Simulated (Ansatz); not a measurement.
System: LiCl, space group F-43m (No. 216) (cell built by us, not taken from a database).

Input of the run:
```
crystal:
  lattice:
    - [0.0, 2.7578175395, 2.7578175395]
    - [2.7578175395, 0.0, 2.7578175395]
    - [2.7578175395, 2.7578175395, 0.0]
  atoms:
    - { symbol: Li, position: [0.75, 0.75, 0.75] }
    - { symbol: Cl, position: [0.5, 0.5, 0.5] }
basis:
  ecutwfc: 420
kpoints:
  mp_grid: { grid: [8, 8, 8] }
hamiltonian:
  xc: pbe
scf:
  occupations: { method: fixed }
output:
  eigenvalues: true
phonons:
  method: dfpt
  dielectric: true
  rigid_motions: translations
  eigenvectors: true
  qmesh: [4, 4, 4]
  temperatures: { t_max: 1000, t_step: 100 }
  qpath:
    path:
      - [[0.0, 0.0, 0.0], [-0.5, -0.5, 0.0], [-0.375, -0.375, 0.25]]
      - [[-0.375, 0.0, 0.375], [0.0, 0.0, 0.0], [0.0, 0.0, 0.5], [-0.5, -0.25, 0.25], [-0.5, -0.5, 0.0]]
    npoints: 8
```

Run as:
```bash
ansatz run input.yaml --threads 1 --pin off --max-ram 2048MiB --backend cpu --events-out ev --progress --plain --runs-dir out
```

How it was computed, with Ansatz 0.2.0: harmonic phonon frequencies at the irreducible points of a q mesh with atoms at rest in the given cell, q in fractions of the reciprocal cell vectors, no long-range term at q = 0, imaginary frequencies are negative, the first points where there are many; plane waves with PAW datasets. Level: PBE, no spin polarisation.

wave cutoff 420 eV; k mesh 8×8×8; occupations fixed; pressure 0 GPa; phonon method linear response; q mesh 4×4×4.

What does the calculation give for the phonon frequencies at several wave vectors (in fractions of the reciprocal vectors of the given cell)?

No frequency is imaginary, so the structure is stable to these displacements at the wave vectors computed. The highest mode among the wave vectors computed lies at 407.6 cm⁻¹, at (0 0.25 0.25) (at the zone centre itself the field of polar modes is left out).

```tsv
at	frequency (cm⁻¹)
(0 0 0)	0.0
(0 0 0)	0.0
(0 0 0)	0.0
(0 0 0)	303.2
(0 0 0)	303.2
(0 0 0)	303.2
(0 0 0.25)	50.3
(0 0 0.25)	50.3
(0 0 0.25)	124.7
(0 0 0.25)	301.4
(0 0 0.25)	301.4
(0 0 0.25)	401.9
(0 0 -0.5)	70.2
(0 0 -0.5)	70.2
(0 0 -0.5)	186.4
(0 0 -0.5)	300.2
(0 0 -0.5)	300.2
(0 0 -0.5)	374.7
(0 0.25 0.25)	77.5
(0 0.25 0.25)	77.5
(0 0.25 0.25)	121.6
(0 0.25 0.25)	299.5
(0 0.25 0.25)	299.5
(0 0.25 0.25)	407.6
(0 0.25 -0.5)	92.8
(0 0.25 -0.5)	120.1
(0 0.25 -0.5)	170.0
(0 0.25 -0.5)	297.6
(0 0.25 -0.5)	305.8
(0 0.25 -0.5)	370.4
(0 0.25 -0.25)	73.3
(0 0.25 -0.25)	121.6
(0 0.25 -0.25)	155.5
(0 0.25 -0.25)	299.2
(0 0.25 -0.25)	309.4
(0 0.25 -0.25)	370.1
(0 -0.5 -0.5)	109.4
(0 -0.5 -0.5)	109.4
(0 -0.5 -0.5)	181.8
(0 -0.5 -0.5)	295.4
(0 -0.5 -0.5)	295.4
(0 -0.5 -0.5)	388.4
(0.25 -0.5 -0.25)	127.7
(0.25 -0.5 -0.25)	132.3
(0.25 -0.5 -0.25)	166.6
(0.25 -0.5 -0.25)	296.3
(0.25 -0.5 -0.25)	315.0
(0.25 -0.5 -0.25)	351.2
```

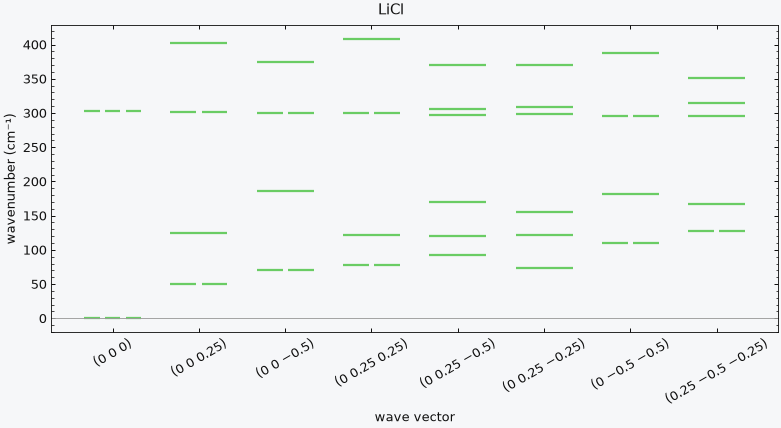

Imaginary frequencies are drawn as negative.
